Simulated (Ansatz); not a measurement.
# Y on Co(0001): change of the work function, part 2 of 4

How does Y on the fcc site change the work function of Co(0001) as the layer fills?

Ansatz 0.2.0; plane-wave DFT, PBE, Ansatz PAW.

So far: The structure; The clean slab.

## (2) The clean slab (continued)

Site moment by atom:

```
atom  site moment (μB)
 Co1              1.82
 Co2              1.76
 Co3              1.74
 Co4              1.79
```

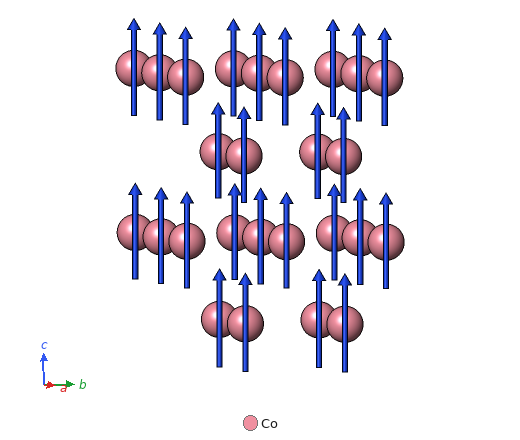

Site moment as arrows, the longest 1.82 μB. Up and down stand for the sign. Arrows give size and sign along the axis of quantisation, drawn up and down the page. 2×2×1 cells are drawn. Some periodic images of atoms are drawn too.

The relaxation took 4 steps and lowered the energy by 0.024 eV; the largest force on the free atoms ends at 0.0066 eV/Å.

The work function of the upper face is 4.93 eV.

## (3) The covered slab, k-mesh 4×4×1, coverage 0.111 ML

System of this step: Y/Co(0001). The cell holds 37 atoms: 36 Co and 1 Y. Its edges and angles: a = 7.530 Å, b = 7.530 Å, c = 26.941 Å, α = 90.0°, β = 90.0°, γ = 60.0°. Vacuum lies along c.

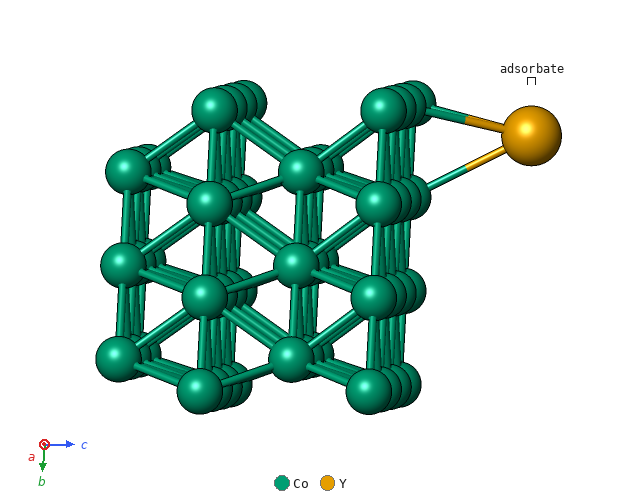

The cell of this step (cobalt teal, yttrium orange). Some periodic images of atoms are drawn too.

The clean slab as it ended is repeated in the plane and the adsorbate is set on one face; the cell's size fixes the coverage, and the k-mesh shrinks with it to keep the sampling density about even. Adsorbate and upper layers relax, since the dipole depends on the height.

input.yaml

```yaml
crystal:
  lattice:
    - [7.53, 0.0, 0.0]
    - [3.765, 6.5211712905, 0.0]
    - [0.0, 0.0, 26.9408345864]
  atoms:
    - { symbol: Co, position: [0.2222222222, 0.2222222222, 0.3340653747], spin: 1.82 }
    - { symbol: Co, position: [0.0, 0.0, 0.4096239099], spin: 1.76 }
    - { symbol: Co, position: [0.2222222222, 0.2222222222, 0.4855460971], spin: 1.74 }
    - { symbol: Co, position: [0.0, 0.0, 0.5577570731], spin: 1.79 }
    - { symbol: Co, position: [0.2222222222, 0.5555555556, 0.3340653747], spin: 1.82 }
    - { symbol: Co, position: [0.0, 0.3333333333, 0.4096239099], spin: 1.76 }
    - { symbol: Co, position: [0.2222222222, 0.5555555556, 0.4855460971], spin: 1.74 }
    - { symbol: Co, position: [0.0, 0.3333333333, 0.5577570731], spin: 1.79 }
    - { symbol: Co, position: [0.2222222222, 0.8888888889, 0.3340653747], spin: 1.82 }
    - { symbol: Co, position: [0.0, 0.6666666667, 0.4096239099], spin: 1.76 }
    - { symbol: Co, position: [0.2222222222, 0.8888888889, 0.4855460971], spin: 1.74 }
    - { symbol: Co, position: [0.0, 0.6666666667, 0.5577570731], spin: 1.79 }
    - { symbol: Co, position: [0.5555555556, 0.2222222222, 0.3340653747], spin: 1.82 }
    - { symbol: Co, position: [0.3333333333, 0.0, 0.4096239099], spin: 1.76 }
    - { symbol: Co, position: [0.5555555556, 0.2222222222, 0.4855460971], spin: 1.74 }
    - { symbol: Co, position: [0.3333333333, 0.0, 0.5577570731], spin: 1.79 }
    - { symbol: Co, position: [0.5555555556, 0.5555555556, 0.3340653747], spin: 1.82 }
    - { symbol: Co, position: [0.3333333333, 0.3333333333, 0.4096239099], spin: 1.76 }
    - { symbol: Co, position: [0.5555555556, 0.5555555556, 0.4855460971], spin: 1.74 }
    - { symbol: Co, position: [0.3333333333, 0.3333333333, 0.5577570731], spin: 1.79 }
    - { symbol: Co, position: [0.5555555556, 0.8888888889, 0.3340653747], spin: 1.82 }
    - { symbol: Co, position: [0.3333333333, 0.6666666667, 0.4096239099], spin: 1.76 }
    - { symbol: Co, position: [0.5555555556, 0.8888888889, 0.4855460971], spin: 1.74 }
    - { symbol: Co, position: [0.3333333333, 0.6666666667, 0.5577570731], spin: 1.79 }
    - { symbol: Co, position: [0.8888888889, 0.2222222222, 0.3340653747], spin: 1.82 }
    - { symbol: Co, position: [0.6666666667, 0.0, 0.4096239099], spin: 1.76 }
    - { symbol: Co, position: [0.8888888889, 0.2222222222, 0.4855460971], spin: 1.74 }
    - { symbol: Co, position: [0.6666666667, 0.0, 0.5577570731], spin: 1.79 }
    - { symbol: Co, position: [0.8888888889, 0.5555555556, 0.3340653747], spin: 1.82 }
    - { symbol: Co, position: [0.6666666667, 0.3333333333, 0.4096239099], spin: 1.76 }
    - { symbol: Co, position: [0.8888888889, 0.5555555556, 0.4855460971], spin: 1.74 }
    - { symbol: Co, position: [0.6666666667, 0.3333333333, 0.5577570731], spin: 1.79 }
    - { symbol: Co, position: [0.8888888889, 0.8888888889, 0.3340653747], spin: 1.82 }
    - { symbol: Co, position: [0.6666666667, 0.6666666667, 0.4096239099], spin: 1.76 }
    - { symbol: Co, position: [0.8888888889, 0.8888888889, 0.4855460971], spin: 1.74 }
    - { symbol: Co, position: [0.6666666667, 0.6666666667, 0.5577570731], spin: 1.79 }
    - { symbol: "Y", position: [0.1111111111, 0.1111111111, 0.6659346253] }
magnetization:
  spin_polarized: true
kpoints:
  mp_grid: { grid: [4, 4, 1] }
hamiltonian:
  xc: pbe
scf:
  occupations: { method: fermi_dirac, width: 0.1 }
  convergence: { dr2_threshold: 1.0e-08 }
efield:
  axis: 3
  dipole_correction: true
  ramp_position: 0.97
  ramp_width: 0.06
relax:
  f_tol: 0.02
  max_steps: 60
  constraints:
    - { sites: [0, 1, 4, 5, 8, 9, 12, 13, 16, 17, 20, 21, 24, 25, 28, 29, 32, 33] }
output:
  write_potential: true
  write_density: true
  volumetric_format: npy
```

The run is started by

```bash
$ ansatz run input.yaml --threads 4 --pin off --max-ram 16384MiB --backend cpu --events-out ev --progress --plain --runs-dir out
```

Numbers of over 12 decimals in the logs are rounded to 6 here.

The program printed:

```text
[...]
Crystal: 37 atoms, lattice volume = 1322.914 Å³
Basis set: ecut = 420 eV, 25867 PW (Γ), exchange–correlation on 108×108×384 points (8 copies of the dense FFT grid, shifted against one another)
Bands: 413, of which v1, the nominal top of the filled ones, is band 312 counted from 1 (311 counted from 0)
Symmetry: 6 space group operations
k-points: 4 of 16 (time reversal used)
[...]
Starting moments: Σ|m| = 63.99 μB on 36 of 37 sites
[...]
SCF iter   1: F=—  HF=-188364.900325 eV  |F-HF|=—  |Δ(HF+E_count)|=         —  Δρ=4.27e-2 (↑1.05e-2 ↓4.27e-2)  dr2=9.80e1  dr2_m=4.92e0  M=62.296 μB ∫|m|=64.636 μB  β_m=1.00  ethr=3.10e-3  p=0.000 e·Å  D=4.10e-6 V/Å  ΔV_dip=-0.00 eV  dr2_dipole=1.04e1  V_vac-E_F(+/−)=7.30/7.30 eV  ⟨swp⟩=8.9  Hψ=16283  notcnv=0  defer=295
[...]
SCF iter  21: F=-188376.288747 eV  HF=-188376.288747 eV  |F-HF|=2.79e-9  |Δ(HF+E_count)|=   5.65e-9  Δρ=3.91e-7 (↑1.62e-7 ↓3.91e-7)  dr2=3.28e-9  dr2_m=2.30e-10  M=61.101 μB ∫|m|=67.698 μB  ethr=1.00e-12  p=0.560 e·Å  D=7.66e-2 V/Å  ΔV_dip=-2.06 eV  dr2_dipole=6.80e-13  V_vac-E_F(+/−)=2.92/4.98 eV  ⟨swp⟩=6.0  Hψ=18797  notcnv=0
SCF 1 converged in 21 iterations: F = -188376.288747 eV  dr2 = 3.28e-9
[...]
relax step   1: F+E_penalty+E_count = -188376.28874720 eV  Δ(F+E_penalty+E_count) = +0.000e0 eV  max|allowed force component| = 2.848e0 eV/Å  Δτ_max = 0.0000 Å  (21 SCF iters, accepted)
[...]
SCF iter  16: F=-188376.911634 eV  HF=-188376.911634 eV  |F-HF|=1.63e-9  |Δ(HF+E_count)|=   6.37e-9  Δρ=3.93e-7 (↑1.99e-7 ↓3.93e-7)  dr2=3.31e-9  dr2_m=2.59e-10  M=60.948 μB ∫|m|=67.603 μB  ethr=1.00e-12  p=0.600 e·Å  D=8.21e-2 V/Å  ΔV_dip=-2.21 eV  dr2_dipole=1.14e-11  V_vac-E_F(+/−)=2.77/4.98 eV  ⟨swp⟩=5.5  Hψ=19174  notcnv=0
SCF 2 converged in 16 iterations: F = -188376.911634 eV  dr2 = 3.31e-9
[...]
relax step   2: F+E_penalty+E_count = -188376.91163373 eV  Δ(F+E_penalty+E_count) = -6.229e-1 eV  max|allowed force component| = 2.902e0 eV/Å  Δτ_max = 0.1971 Å  (16 SCF iters, accepted)
SCF iter   1: F=—  HF=-188377.529227 eV  |F-HF|=—  |Δ(HF+E_count)|=         —  Δρ=2.87e-3 (↑1.98e-3 ↓2.87e-3)  dr2=4.58e-1  dr2_m=5.07e-2  M=60.741 μB ∫|m|=67.495 μB  β_m=1.00  ethr=5.35e-4  p=0.600 e·Å  D=8.21e-2 V/Å  ΔV_dip=-2.21 eV  dr2_dipole=8.49e-2  V_vac-E_F(+/−)=2.79/5.00 eV  ⟨swp⟩=5.5  Hψ=7291  notcnv=0  defer=346
[...]
SCF iter  15: F=-188377.494704 eV  HF=-188377.494704 eV  |F-HF|=9.60e-10  |Δ(HF+E_count)|=   8.47e-9  Δρ=5.24e-7 (↑2.81e-7 ↓5.24e-7)  dr2=8.46e-9  dr2_m=4.22e-10  M=60.669 μB ∫|m|=67.396 μB  ethr=1.60e-12  p=0.650 e·Å  D=8.89e-2 V/Å  ΔV_dip=-2.39 eV  dr2_dipole=2.18e-10  V_vac-E_F(+/−)=2.58/4.98 eV  ⟨swp⟩=6.1  Hψ=18955  notcnv=0
SCF 3 converged in 15 iterations: F = -188377.494704 eV  dr2 = 8.46e-9
[...]
relax step   3: F+E_penalty+E_count = -188377.49470393 eV  Δ(F+E_penalty+E_count) = -5.831e-1 eV  max|allowed force component| = 2.562e0 eV/Å  Δτ_max = 0.1974 Å  (15 SCF iters, accepted)
[...]
relax step   4: F+E_penalty+E_count = -188377.94246974 eV  Δ(F+E_penalty+E_count) = -4.478e-1 eV  max|allowed force component| = 1.538e0 eV/Å  Δτ_max = 0.1962 Å  (14 SCF iters, accepted)
[...]
relax step   5: F+E_penalty+E_count = -188378.11593896 eV  Δ(F+E_penalty+E_count) = -1.735e-1 eV  max|allowed force component| = 3.359e-1 eV/Å  Δτ_max = 0.1949 Å  (13 SCF iters, accepted)
[...]
relax step   6: F+E_penalty+E_count = -188378.14591434 eV  Δ(F+E_penalty+E_count) = -2.998e-2 eV  max|allowed force component| = 2.130e-1 eV/Å  Δτ_max = 0.1195 Å  (15 SCF iters, accepted)
[...]
relax step   7: F+E_penalty+E_count = -188378.16618589 eV  Δ(F+E_penalty+E_count) = -2.027e-2 eV  max|allowed force component| = 3.129e-2 eV/Å  Δτ_max = 0.0298 Å  (15 SCF iters, accepted)
SCF iter   1: F=—  HF=-188378.165852 eV  |F-HF|=—  |Δ(HF+E_count)|=         —  Δρ=1.44e-4 (↑1.16e-4 ↓1.44e-4)  dr2=6.29e-4  dr2_m=1.57e-4  M=59.889 μB ∫|m|=66.675 μB  β_m=1.00  ethr=8.49e-7  p=0.648 e·Å  D=8.87e-2 V/Å  ΔV_dip=-2.39 eV  dr2_dipole=3.23e-5  V_vac-E_F(+/−)=2.58/4.97 eV  ⟨swp⟩=2.5  Hψ=5332  notcnv=0  defer=383
[...]
SCF iter  10: F=-188378.166459 eV  HF=-188378.166459 eV  |F-HF|=9.90e-10  |Δ(HF+E_count)|=   8.00e-9  Δρ=3.66e-7 (↑1.94e-7 ↓3.66e-7)  dr2=3.86e-9  dr2_m=1.82e-10  M=59.890 μB ∫|m|=66.674 μB  ethr=1.00e-12  p=0.649 e·Å  D=8.88e-2 V/Å  ΔV_dip=-2.39 eV  dr2_dipole=8.08e-11  V_vac-E_F(+/−)=2.58/4.97 eV  ⟨swp⟩=6.2  Hψ=18576  notcnv=0
SCF 8 converged in 10 iterations: F = -188378.166459 eV  dr2 = 3.86e-9
relax step   8: F+E_penalty+E_count = -188378.16645897 eV  Δ(F+E_penalty+E_count) = -2.731e-4 eV  max|allowed force component| = 1.934e-3 eV/Å  Δτ_max = 0.0032 Å  (10 SCF iters, accepted)
NSCF: frozen V_eff on 4 k-points
[...]
SCF converged after 10 iterations
Magnetization: 59.8899 μB (341.4450 up, 281.5550 down)
Absolute magnetization: 66.6916 μB (∫|ρ↑−ρ↓|, with the PAW one-centre terms)
[...]
Per-site moments (μB) at R_I (Å): [(1.822667, 1.030734), (1.748108, 1.029567), (1.717883, 1.003996), (1.436042, 0.989198), (1.823903, 1.030734), (1.748108, 1.029567), (1.735346, 1.002844), (1.436042, 0.989198), (1.822667, 1.030734), (1.755442, 1.026577), (1.717883, 1.003996), (1.799282, 1.002844), (1.823903, 1.030734), (1.748108, 1.029567), (1.735346, 1.002844), (1.436042, 0.989198), (1.823903, 1.030734), (1.757282,  [...]
Free energy (F): -188378.166459 eV
[...]
Internal energy: -188376.858166 eV  (E = F + TS)
E sigma→0 (E₀):  -188377.512312 eV
Entropy (-TS):   -1.308293 eV (-35.359 meV/atom)
Fermi energy:    3.286640 eV
Dipole field:    D = 0.088765 V/Å  (p = 0.648950 e·Å, saw-weighted, corrected)
Work function:   Φ+ = 2.5791 eV   Φ− = 4.9704 eV
[...]
--- Forces (eV/Å), atoms counted from 1 ---
  atom   1  Co     0.00064540     0.00037262     0.49530939
  atom   2  Co    -0.00267023    -0.00154166    -0.52648054
  atom   3  Co     0.00167498     0.00096705     0.00054249
  atom   4  Co     0.00085688     0.00049472    -0.00012441
  atom   5  Co     0.00199660    -0.00115274     0.48547729
  atom   6  Co    -0.00000000     0.00308331    -0.52648054
  atom   7  Co     0.00069161    -0.00039930     0.00032629
  atom   8  Co     0.00000000    -0.00098943    -0.00012441
  atom   9  Co     0.00000000    -0.00074524     0.49530939
  atom  10  Co     0.04653681    -0.02686804    -0.49519309
  atom  11  Co     0.00000000    -0.00193410     0.00054249
  atom  12  Co     0.00120281    -0.00069444    -0.00137308
  atom  13  Co     0.00000000     0.00230548     0.48547729
  atom  14  Co     0.00267023    -0.00154166    -0.52648054
  atom  15  Co    -0.00000000     0.00079860     0.00032629
  atom  16  Co    -0.00085688     0.00049472    -0.00012441
  atom  17  Co    -0.00199660    -0.00115274     0.48547729
  atom  18  Co     0.03495887     0.02018351    -0.45387816
  atom  19  Co    -0.00069161    -0.00039930     0.00032629
  atom  20  Co    -0.00014294    -0.00008252     0.00030237
  atom  21  Co     0.00323330    -0.00186675     0.49379871
  atom  22  Co    -0.00000000    -0.04036702    -0.45387816
  atom  23  Co     0.00009957    -0.00005748     0.00140846
  atom  24  Co     0.00000000     0.00016505     0.00030237
  atom  25  Co    -0.00064540     0.00037262     0.49530939
  atom  26  Co    -0.00000000     0.05373608    -0.49519309
  atom  27  Co    -0.00167498     0.00096705     0.00054249
  atom  28  Co    -0.00000000     0.00138888    -0.00137308
  atom  29  Co     0.00000000     0.00373349     0.49379871
  atom  30  Co    -0.03495887     0.02018351    -0.45387816
  atom  31  Co     0.00000000     0.00011497     0.00140846
  atom  32  Co     0.00014294    -0.00008252     0.00030237
  atom  33  Co    -0.00323330    -0.00186675     0.49379871
  atom  34  Co    -0.04653681    -0.02686804    -0.49519309
  atom  35  Co    -0.00009957    -0.00005748     0.00140846
  atom  36  Co    -0.00120281    -0.00069444    -0.00137308
  atom  37  Y      0.00000000    -0.00000000    -0.00031269
  max |Σ_I F_I| component: 3.45e-5 eV/Å
--- Band table (eV; the first three rows and the last of 8) ---
  k-point 0 ↑: bands = [... 308 lower, 2.1116, 2.1126, 2.1220, 2.1343, 2.1428, 2.1532, 2.1532, 2.1651, ... 97 higher]
  k-point 1 ↑: bands = [... 308 lower, 2.1412, 2.1431, 2.1555, 2.1649, 2.2036, 2.2056, 2.2273, 2.2389, ... 97 higher]
  k-point 2 ↑: bands = [... 308 lower, 2.1916, 2.1965, 2.1995, 2.2084, 2.2309, 2.2334, 2.2420, 2.2491, ... 97 higher]
  k-point 3 ↓: bands = [... 308 lower, 4.0883, 4.1318, 4.1425, 4.1574, 4.1650, 4.1811, 4.1929, 4.2165, ... 97 higher]
--- Relaxed structure (8 steps of the walk, 8 accepted, 0 SCFs on fresh bases) ---
  F+E_penalty+E_count = -188378.16645897 eV   max|allowed force component| = 1.934e-3 eV/Å
  atoms:
    - { symbol: Co, position: [0.222222, 0.222222, 0.3340653747] }
    - { symbol: Co, position: [1.1111101403313757e-11, 1.1111101403313758e-11, 0.409624] }
    - { symbol: Co, position: [0.222687, 0.222687, 0.485008] }
    - { symbol: Co, position: [-0.00364062, -0.00364062, 0.556833] }
    - { symbol: Co, position: [0.222222, 0.555556, 0.3340653747] }
    - { symbol: Co, position: [1.1111084274872951e-11, 0.333333, 0.409624] }
    - { symbol: Co, position: [0.222631, 0.555351, 0.486134] }
    - { symbol: Co, position: [-0.00364062, 0.340615, 0.556833] }
    - { symbol: Co, position: [0.222222, 0.888889, 0.3340653747] }
    - { symbol: Co, position: [-2.2222279572048365e-11, 0.666667, 0.409624] }
    - { symbol: Co, position: [0.222687, 0.887958, 0.485008] }
    - { symbol: Co, position: [0.000174069, 0.666580, 0.558548] }
    - { symbol: Co, position: [0.555556, 0.222222, 0.3340653747] }
    - { symbol: Co, position: [0.333333, 1.1111101403313758e-11, 0.409624] }
    - { symbol: Co, position: [0.555351, 0.222631, 0.486134] }
    - { symbol: Co, position: [0.340615, -0.00364062, 0.556833] }
    - { symbol: Co, position: [0.555556, 0.555556, 0.3340653747] }
    - { symbol: Co, position: [0.333333, 0.333333, 0.409624] }
    - { symbol: Co, position: [0.555351, 0.555351, 0.486134] }
    - { symbol: Co, position: [0.332356, 0.332356, 0.559191] }
    - { symbol: Co, position: [0.555556, 0.888889, 0.3340653747] }
    - { symbol: Co, position: [0.333333, 0.666667, 0.409624] }
    - { symbol: Co, position: [0.556830, 0.888252, 0.484833] }
    - { symbol: Co, position: [0.332356, 0.668621, 0.559191] }
    - { symbol: Co, position: [0.888889, 0.222222, 0.3340653747] }
    - { symbol: Co, position: [0.666667, -2.2222234688031943e-11, 0.409624] }
    - { symbol: Co, position: [0.887958, 0.222687, 0.485008] }
    - { symbol: Co, position: [0.666580, 0.000174069, 0.558548] }
    - { symbol: Co, position: [0.888889, 0.555556, 0.3340653747] }
    - { symbol: Co, position: [0.666667, 0.333333, 0.409624] }
    - { symbol: Co, position: [0.888252, 0.556830, 0.484833] }
    - { symbol: Co, position: [0.668621, 0.332356, 0.559191] }
    - { symbol: Co, position: [0.888889, 0.888889, 0.3340653747] }
    - { symbol: Co, position: [0.666667, 0.666667, 0.409624] }
    - { symbol: Co, position: [0.888252, 0.888252, 0.484833] }
    - { symbol: Co, position: [0.666580, 0.666580, 0.558548] }
    - { symbol: Y, position: [0.111111, 0.111111, 0.633546] }
```

The job ended after 11 min (4 threads of AMD EPYC 9R45, shared host; peak memory 11 GiB; 40 min of CPU time).

Step by step:

| step | energy less that of the first step (eV) | largest force component (eV/Å) |
| --- | --- | --- |
| 1 | 0.0000 | 2.8477 |
| 2 | -0.6229 | 2.9017 |
| 3 | -1.2060 | 2.5619 |
| 4 | -1.6537 | 1.5384 |
| 5 | -1.8272 | 0.3359 |
| 6 | -1.8572 | 0.2130 |
| 7 | -1.8774 | 0.0313 |
| 8 | -1.8777 | 0.0019 |

The run keeps the 6 symmetry operations that it works with, so distortions that break them were not tested.

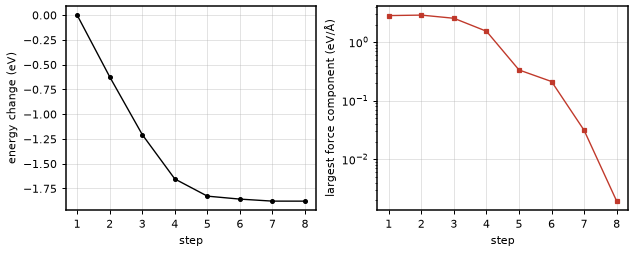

Energy and largest force along the relaxation.

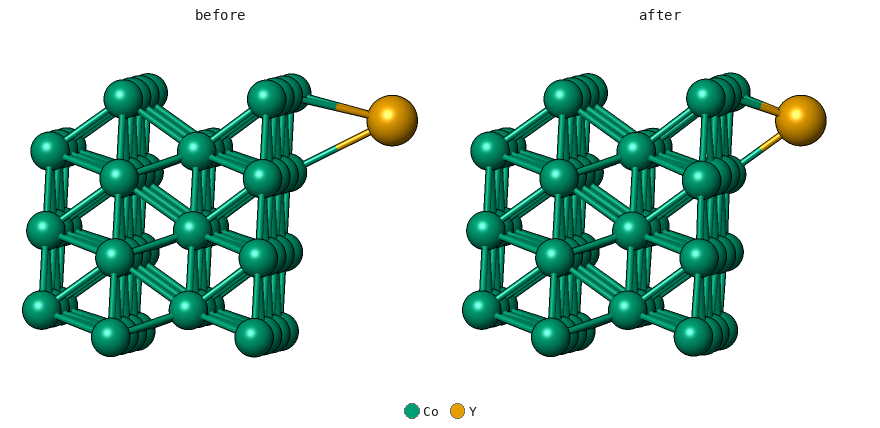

The structure before and after the relaxation, drawn at the same scale.

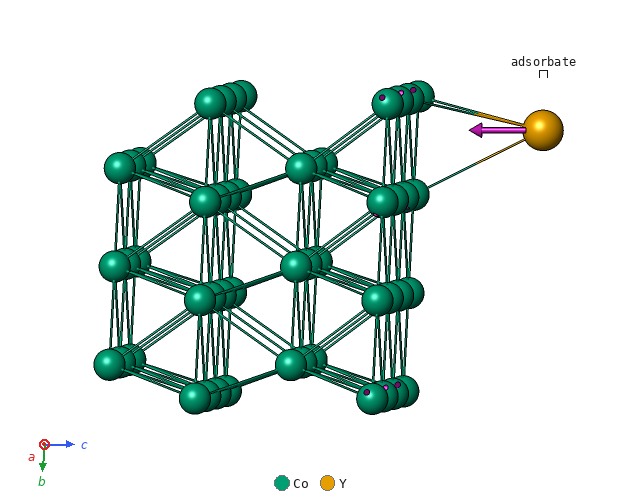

Displacements in the relaxation, exaggerated; the longest in the cell stands for 0.87 Å. Some periodic images of atoms are drawn too.

The atoms that moved most (Å):

```
atom      dx      dy      dz  length
 Y37   0.000   0.000  -0.873   0.873
 Co4  -0.041  -0.024  -0.025   0.054
Co16   0.041  -0.024  -0.025   0.054
 Co8   0.000   0.047  -0.025   0.054
Co32   0.011  -0.006   0.039   0.041
Co20  -0.011  -0.006   0.039   0.041
Co24   0.000   0.013   0.039   0.041
Co28   0.000   0.001   0.021   0.021
```

The relaxed structure:

```
Co Y
1.0
     7.53000    0.00000    0.00000
     3.76500    6.52117    0.00000
     0.00000    0.00000   26.94083
Co Y
36 1
Cartesian
  2.5100 1.4491 9.0000
  0.0000 0.0000 11.0356
  2.5153 1.4522 13.0665
  -0.0411 -0.0237 15.0015
  3.7650 3.6229 9.0000
  1.2550 2.1737 11.0356
  3.7673 3.6215 13.0969
  1.2550 2.2212 15.0015
  5.0200 5.7966 9.0000
  2.5100 4.3474 11.0356
  5.0200 5.7905 13.0665
  2.5110 4.3469 15.0477
  5.0200 1.4491 9.0000
  2.5100 0.0000 11.0356
  5.0200 1.4518 13.0969
  2.5511 -0.0237 15.0015
  6.2750 3.6229 9.0000
  3.7650 2.1737 11.0356
  6.2727 3.6215 13.0969
  3.7540 2.1674 15.0651
  7.5300 5.7966 9.0000
  5.0200 4.3474 11.0356
  7.5372 5.7924 13.0618
  5.0200 4.3602 15.0651
  7.5300 1.4491 9.0000
  5.0200 0.0000 11.0356
  7.5247 1.4522 13.0665
  5.0200 0.0011 15.0477
  8.7850 3.6229 9.0000
  6.2750 2.1737 11.0356
  8.7850 3.6312 13.0618
  6.2860 2.1674 15.0651
  10.0400 5.7966 9.0000
  7.5300 4.3474 11.0356
  10.0328 5.7924 13.0618
  7.5290 4.3469 15.0477
  1.2550 0.7246 17.0682
```

Numbers from this step:

- energy at zero smearing: -188377.5123 eV
- total moment: 59.89 μB
- work function, upper face: 2.579 eV
- work function, lower face: 4.970 eV
- dipole along the normal: 0.6489 e·Å
- step between the vacuum levels: -2.391 eV

Running mean over 2.03561 Å of the planar mean; the ramp of the sawtooth is left out. Electron's electrostatic potential energy less the Fermi level against z:

| z (Å) | electron's electrostatic potential energy less the Fermi level (eV) |
| --- | --- |
| 4 | 4.97 |
| 6 | 4.91 |
| 8 | -3.47 |
| 10 | -10.5 |
| 12 | -10.5 |
| 14 | -11.3 |
| 16 | -5.36 |
| 18 | 1.30 |
| 20 | 2.54 |
| 22 | 2.58 |

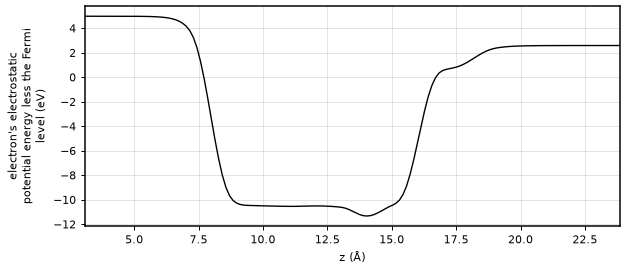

Electron's electrostatic potential energy less the Fermi level against z.

[end of part 2 of 4]

[Logs are printed without paths, hosts, clocks, repeated set-up lines and the standing remarks that a program may print on its own settings, such as how far it seeks lower states.]

[Hosts, paths, dates, database ids (printed as entryN), source tags and the programs' standing remarks are cut or masked in the printed files.]

[Maps of the electrostatic potential energy from Ansatz leave out the sawtooth potential of an applied field or a dipole correction, so their vacuum need not be flat; planar profiles and work functions include it.]
